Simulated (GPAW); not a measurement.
# How KBr absorbs and reflects light

Aim: the dielectric function of KBr, and the optical constants that follow from it.

Program: GPAW 26.7.0. Level of theory: DFT, LDA, plane-wave PAW (GPAW data sets), scalar-relativistic, RPA, optical limit. Results are calculated unless marked as measured.

## (1) Set-up

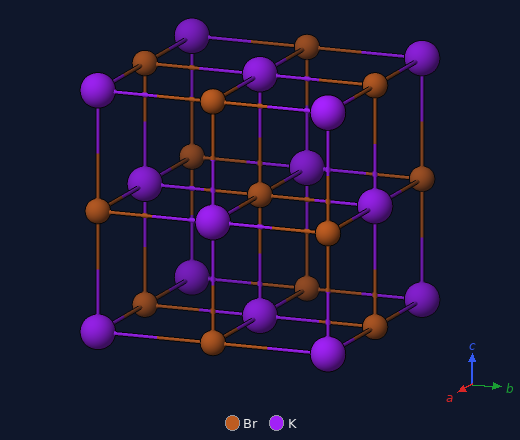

Start, viewed slightly off an axis; bromine orange, potassium purple. This picture shows the conventional cell, with its axes. Some periodic images of atoms are drawn too.

## (2) Ground state

The self-consistent density comes first; it also tells whether there is a gap, which decides the occupations and the need for a Drude term.

This step: DFT, LDA, plane-wave PAW (GPAW data sets), scalar-relativistic, ground state (GPAW 26.7.0).

gs.py reads:

```python
from ase import Atoms
from ase.dft.bandgap import bandgap
from gpaw import GPAW, PW, FermiDirac

atoms = Atoms(['Br', 'K'],
              cell=[[0.000000000000, 3.300000000000, 3.300000000000],
                    [3.300000000000, 0.000000000000, 3.300000000000],
                    [3.300000000000, 3.300000000000, 0.000000000000]],
              scaled_positions=[[0.500000000000, 0.500000000000, 0.500000000000],
                                [0.000000000000, 0.000000000000, 0.000000000000]],
              pbc=[True, True, True])
atoms.calc = GPAW(mode=PW(450), xc='LDA', kpts={'size': (6, 6, 6), 'gamma': True},
                  occupations=FermiDirac(0.05), maxiter=150, txt='gs.txt')
print('energy (eV)', atoms.get_potential_energy())
print('Fermi level (eV)', atoms.calc.get_fermi_level())
print('valence electrons', atoms.calc.get_number_of_electrons())
print('gap (eV)', bandgap(atoms.calc, output=None)[0])
print('direct gap (eV)', bandgap(atoms.calc, direct=True, output=None)[0])
atoms.calc.write('gs.gpw')
```

The run is started by

```bash
$ OMP_NUM_THREADS=1 python gs.py
```

Numbers of over 12 decimals in the logs are rounded to 6 here.

Output:

```text
__  _  _
 | _ |_)|_||  |
 |__||  | ||/\| - 26.7.0

Versions:
  Python: 3.12.14
  ASE:    3.29.0
  Numpy:  2.5.5
  Scipy:  1.18.1
  Libxc:  7.0.0

Input parameters:
  mode=PW(ecut=450.000000),
  kpts=MonkhorstPack(size=(6, 6, 6), gamma=True),
  maxiter=150,
  occupations=Occupations(name='fermi-dirac', width=0.05, fixmagmom=False),
  xc=XC(name='LDA')

Diagonalizing LCAO Hamiltonian
Converting LCAO to pw mode

                 Br

       K

Atoms  # Å, Bohr magnetons
|   | symbol |        x |        y |        z |    initial magnetic moments |
| 0 |     Br | 3.300000 | 3.300000 | 3.300000 | ( 0.0000,  0.0000,  0.0000) |
| 1 |      K | 0.000000 | 0.000000 | 0.000000 | ( 0.0000,  0.0000,  0.0000) |

Unit cell  # Å
| periodic |        x |        y |        z |  lengths |    angles |
|      yes | 0.000000 | 3.300000 | 3.300000 | 4.666905 | 60.000000 |
|      yes | 3.300000 | 0.000000 | 3.300000 | 4.666905 | 60.000000 |
|      yes | 3.300000 | 3.300000 | 0.000000 | 4.666905 | 60.000000 |

Number of symmetries: 48
Symmetry operations  # r_c * U_cc + t_c -> r_c
|    | kind |            matrix            |
|  0 |  σ   |  1, 0, 0,  1, 0,-1,  1,-1, 0 |
|  1 |  C2  |  1, 0, 0,  1,-1, 0,  1, 0,-1 |
|  2 |  E   |  1, 0, 0,  0, 1, 0,  0, 0, 1 |
|  3 |  σ   |  1, 0, 0,  0, 0, 1,  0, 1, 0 |
|  4 |  C4  |  1, 0,-1,  1, 0, 0,  1,-1, 0 |
|  5 |  S6  |  1, 0,-1,  1,-1, 0,  1, 0, 0 |
|  6 |  σ   |  1, 0,-1,  0, 1,-1,  0, 0,-1 |
|  7 |  C3  |  1, 0,-1,  0, 0,-1,  0, 1,-1 |
|  8 |  S6  |  1,-1, 0,  1, 0, 0,  1, 0,-1 |
|  9 |  C4  |  1,-1, 0,  1, 0,-1,  1, 0, 0 |
| 10 |  C3  |  1,-1, 0,  0,-1, 1,  0,-1, 0 |
| 11 |  σ   |  1,-1, 0,  0,-1, 0,  0,-1, 1 |
| 12 |  σ   |  0, 1, 0,  1, 0, 0,  0, 0, 1 |
| 13 |  C4  |  0, 1, 0,  0, 1,-1, -1, 1, 0 |
| 14 |  C3  |  0, 1, 0,  0, 0, 1,  1, 0, 0 |
| 15 |  S6  |  0, 1, 0, -1, 1, 0,  0, 1,-1 |
| 16 |  C2  |  0, 1,-1,  1, 0,-1,  0, 0,-1 |
| 17 |  σ   |  0, 1,-1,  0, 1, 0, -1, 1, 0 |
| 18 |  S4  |  0, 1,-1,  0, 0,-1,  1, 0,-1 |
| 19 |  C4  |  0, 1,-1, -1, 1, 0,  0, 1, 0 |
| 20 |  C3  |  0, 0, 1,  1, 0, 0,  0, 1, 0 |
| 21 |  σ   |  0, 0, 1,  0, 1, 0,  1, 0, 0 |
| 22 |  S6  |  0, 0, 1,  0,-1, 1, -1, 0, 1 |
| 23 |  C4  |  0, 0, 1, -1, 0, 1,  0,-1, 1 |
| 24 |  S4  |  0, 0,-1,  1, 0,-1,  0, 1,-1 |
| 25 |  C3  |  0, 0,-1,  0, 1,-1,  1, 0,-1 |
| 26 |  C2  |  0, 0,-1,  0,-1, 0, -1, 0, 0 |
| 27 |  S6  |  0, 0,-1, -1, 0, 0,  0,-1, 0 |
| 28 |  S4  |  0,-1, 1,  1,-1, 0,  0,-1, 0 |
| 29 |  C4  |  0,-1, 1,  0, 0, 1, -1, 0, 1 |
| 30 |  C2  |  0,-1, 1,  0,-1, 0,  1,-1, 0 |
| 31 |  σ   |  0,-1, 1, -1, 0, 1,  0, 0, 1 |
| 32 |  C3  |  0,-1, 0,  1,-1, 0,  0,-1, 1 |
| 33 |  S6  |  0,-1, 0,  0, 0,-1, -1, 0, 0 |
| 34 |  S4  |  0,-1, 0,  0,-1, 1,  1,-1, 0 |
| 35 |  C2  |  0,-1, 0, -1, 0, 0,  0, 0,-1 |
| 36 |  C2  | -1, 1, 0,  0, 1, 0,  0, 1,-1 |
| 37 |  S6  | -1, 1, 0,  0, 1,-1,  0, 1, 0 |
| 38 |  S4  | -1, 1, 0, -1, 0, 1, -1, 0, 0 |
| 39 |  C3  | -1, 1, 0, -1, 0, 0, -1, 0, 1 |
| 40 |  S6  | -1, 0, 1,  0, 0, 1,  0,-1, 1 |
| 41 |  C2  | -1, 0, 1,  0,-1, 1,  0, 0, 1 |
| 42 |  C3  | -1, 0, 1, -1, 1, 0, -1, 0, 0 |
| 43 |  S4  | -1, 0, 1, -1, 0, 0, -1, 1, 0 |
| 44 |  C2  | -1, 0, 0,  0, 0,-1,  0,-1, 0 |
| 45 |  i   | -1, 0, 0,  0,-1, 0,  0, 0,-1 |
| 46 |  σ   | -1, 0, 0, -1, 1, 0, -1, 0, 1 |
| 47 |  C2  | -1, 0, 0, -1, 0, 1, -1, 1, 0 |

BZ-sampling:
  Number of BZ points: 216
  Number of IBZ points: 16

  Monkhorst-Pack size: [6, 6, 6]
  Monkhorst-Pack shift: [0.083333, 0.083333, 0.083333]

K-points  # in reciprocal-cell coordinates
|     |                                coordinates |     weight |
|   0 | (  0.00000000,   0.00000000,   0.00000000) | 0.00462963 |
|   1 | (  0.16666667,   0.16666667,   0.00000000) | 0.02777778 |
|   2 | (  0.16666667,   0.16666667,   0.16666667) | 0.03703704 |
|   3 | (  0.33333333,   0.16666667,   0.16666667) | 0.05555556 |
|   4 | (  0.33333333,   0.33333333,  -0.33333333) | 0.05555556 |
|   5 | (  0.33333333,   0.33333333,   0.00000000) | 0.02777778 |
|   6 | (  0.33333333,   0.33333333,   0.16666667) | 0.11111111 |
|   7 | (  0.33333333,   0.33333333,   0.33333333) | 0.03703704 |
|   8 | (  0.50000000,   0.33333333,  -0.33333333) | 0.11111111 |
|   9 | (  0.50000000,   0.33333333,  -0.16666667) | 0.05555556 |
| ... |                                            |            |
|  15 | (  0.50000000,   0.50000000,   0.50000000) | 0.01851852 |

Plane wave coefficients: 1588
Cutoff: 450.000000 eV

Spin-components: 1 (collinear spins)
Bands:           9
Projectors:      10
Spin-degeneracy: 2
Datatype:        complex128

Parallelization:
  kpt:    1
  domain: 1
  band:   1

Density:
  Valence electrons: 16.0
  Components: 1
  Grid points: [24 24 24]
  Charge: 0.0  # |e|

Potential:
  Grid points: [24 24 24]

species:
  Br:
    name:    Bromine
    id:
    Z:       35.0
    valence: 7
    core:    28
    charge:  0.0  # [|e|]
    compensation charges:
      type: gauss
      rc: 0.35  # [Å]
      lmax: 2
    cutoffs:
      filter: 1.98  # [Å]
      core: 2.38  # [Å]
    projectors
    | kind |    occ | energy [eV] | rcut [Å] |
    |   4s |  2.000 |     -20.306 |    1.111 |
    |   4p |  5.000 |      -8.003 |    1.111 |
    |    s |        |       6.906 |    1.111 |
    |    p |        |      19.208 |    1.111 |
    |    d |        |       0.000 |    1.111 |

    Using partial waves for Br as LCAO basis

  K:
    name:    Potassium
    id:
    Z:       19.0
    valence: 9
    core:    10
    charge:  0.0  # [|e|]
    compensation charges:
      type: gauss
      rc: 0.35  # [Å]
      lmax: 2
    cutoffs:
      filter: 1.91  # [Å]
      core: 1.27  # [Å]
    projectors
    | kind |    occ | energy [eV] | rcut [Å] |
    |   3s |  2.000 |     -35.177 |    1.122 |
    |   4s |  1.000 |      -2.428 |    1.122 |
    |   3p |  6.000 |     -18.839 |    1.106 |
    |    p |        |       8.373 |    1.106 |
    |    d |        |       0.000 |    0.937 |

    Using partial waves for K as LCAO basis

Reference energy: -87153.214374  # eV

eigensolver:
  PPCG
  Converge bands: occupied
  niter=2

density mixing:
  MSR1-Mixer
  Pratt-step length: 0.05
  Maximum mixing coefficient: 0.75
  Old densities: 10
  SVD Regularization: 0.005
  Good broyden scale: 1.0
  Trust region scale: 1.0
  Backstep threshold: 4.0
  History deletion threshold: 6.0
  Fourier metric: weight=20.0, sigma=0.015

occupation numbers:
  Fermi-Dirac:
    width: 0.0500  # eV

poisson solver:
  ecut: 3600.000000  # eV

xc functional:
  name: None

convergence criteria:
- Maximum [total energy] change in last 3 cyles: 0.0005 eV / valence electron
- Maximum integral of absolute [dens]ity change: 0.0001 electrons / valence electron
- Maximum integral of absolute [eigenst]ate change: 4e-08 eV^2 / valence electron
maximum number of iterations: 150

SCF iterations
|iter     |      energy | eigst |  dens |
|iter:   1||   -7.126716 | -0.35 |       |
|iter:   2||   -7.104847 | -2.22 | -1.34 |
|iter:   3||   -6.989350 | -1.58 | -1.37 |
|iter:   4||   -6.981024 | -2.88 | -1.69 |
|iter:   5||   -6.980980 | -3.98 | -2.06 |
|iter:   6||   -6.981030c| -5.37 | -2.64 |
|iter:   7||   -6.981031c| -6.81 | -3.61 |
|iter:   8||   -6.981031c| -7.93c| -4.02c|

Converged in 8 steps
SCF loop duration: 4.344 s (0.543 s/step)
Energy contributions relative to reference atoms: (reference = -87153.214374)

Energy contributions:
  Kinetic:           2.168956
  Coulomb:          -1.956865
  Zero:             -0.675656
  External:          0.000000
  Xc:               -6.517466
  Entropy:          -0.000000
  Spinorbit:         0.000000
  ----------------------------
  Free energy:      -6.981031
  Extrapolated:     -6.981031

dipole moment: (-23.977906, -23.977906, -23.977906)  # |e|*Ang

Fermi level: 1.256
Eigenvalues  # (at kpt = [0.000, 0.000, 0.000])
| band index |      eig [eV] | occ [0-2] |
|          0 |       -27.916 |     2.000 |
|          1 |       -12.833 |     2.000 |
|          2 |       -11.622 |     2.000 |
|          3 |       -11.622 |     2.000 |
|          4 |       -11.622 |     2.000 |
|          5 |        -0.480 |     2.000 |
|          6 |        -0.480 |     2.000 |
|          7 |        -0.480 |     2.000 |
|          8 |         3.557 |     0.000 |

Gap: 4.037 eV
Transition (v -> c):
  (s=0, k=0, n=7, [0.00, 0.00, 0.00]) -> (s=0, k=0, n=8, [0.00, 0.00, 0.00])
No difference between direct/indirect transitions

--- standard output ---
energy (eV) -6.981031
Fermi level (eV) 1.256359
valence electrons 16.0
gap (eV) 4.037363
direct gap (eV) 4.037363
```

Run time: 6.6 s. Hardware: 1 thread of Arm Neoverse V1, shared host; peak memory 0.13 GiB.

This step gave:

* energy: -6.981 eV
* Fermi energy: 1.256 eV
* gap on the k-mesh: 4.037 eV
* direct gap on the mesh: 4.037 eV
* electrons: 16

There is a gap, 4.04 eV on this mesh (points off the mesh can give less), so no carriers' term is needed.

## (3) Bands for the response

The response needs many more empty bands than the density does.

This step: DFT, LDA, plane-wave PAW (GPAW data sets), scalar-relativistic, bands at fixed density (GPAW 26.7.0).

nscf.py reads:

```python
from ase.dft.bandgap import bandgap
from gpaw import GPAW, FermiDirac

calc = GPAW('gs.gpw').fixed_density(kpts={'size': (16, 16, 16), 'gamma': True}, nbands=49, convergence={'bands': 43},
                                    occupations=FermiDirac(0.001), txt='nscf.txt')
print('gap (eV)', bandgap(calc, output=None)[0])
print('direct gap (eV)', bandgap(calc, direct=True, output=None)[0])
print('top band over the Fermi level (eV)', min(calc.get_eigenvalues(kpt=k)[42] for k in range(len(calc.get_ibz_k_points()))) - calc.get_fermi_level())
calc.write('full.gpw', mode='all')
```

The run is started by

```bash
$ OMP_NUM_THREADS=1 python nscf.py
```

Output:

```text
Diagonalizing LCAO Hamiltonian
Converting LCAO to pw mode
convergence criteria:
- Maximum integral of absolute [eigenst]ate change: 4e-08 eV^2 / valence electron
maximum number of iterations: 150

SCF iterations
|iter     |      energy | eigst |  dens |
|iter:   1||             | +3.77 |       |
|iter:   2||             | +2.45 |       |
|iter:   3||             | +1.38 |       |
|iter:   4||             | +0.14 |       |
|iter:   5||             | -0.95 |       |
|iter:   6||             | -1.92 |       |
|iter:   7||             | -2.83 |       |
|iter:   8||             | -3.70 |       |
|iter:   9||             | -4.41 |       |
|iter:  10||             | -5.07 |       |
|iter:  11||             | -5.64 |       |
|iter:  12||             | -6.18 |       |
|iter:  13||             | -6.68 |       |
|iter:  14||             | -7.08 |       |
|iter:  15||             | -7.47c|       |
SCF steps: 15
  __  _  _
 | _ |_)|_||  |
 |__||  | ||/\| - 26.7.0

Versions:
  Python: 3.12.14
  ASE:    3.29.0
  Numpy:  2.5.5
  Scipy:  1.18.1
  Libxc:  7.0.0

Input parameters:
  mode=PW(ecut=450.000000),
  convergence={'bands': 43},
  gpts=array([24, 24, 24]),
  kpts=MonkhorstPack(size=(16, 16, 16), gamma=True),
  maxiter=150,
  nbands=49,
  occupations=Occupations(name='fermi-dirac', width=0.001, fixmagmom=False),
  parallel={},
  xc=XC(name='LDA')

--- standard output ---
gap (eV) 4.037363
direct gap (eV) 4.037363
top band over the Fermi level (eV) 29.882015
```

Run time: 5.2 min. Hardware: 1 thread; peak memory 0.36 GiB.

[end of part 1 of 2]

[Machine, clock and banner lines and Python warnings are left out of the logs.]

[Logs are printed without paths, hosts, clocks, repeated set-up lines and the standing remarks that a program may print on its own settings, such as how far it seeks lower states.]

[Hosts, paths, dates, database ids (printed as entryN), source tags and the programs' standing remarks are cut or masked in the printed files.]
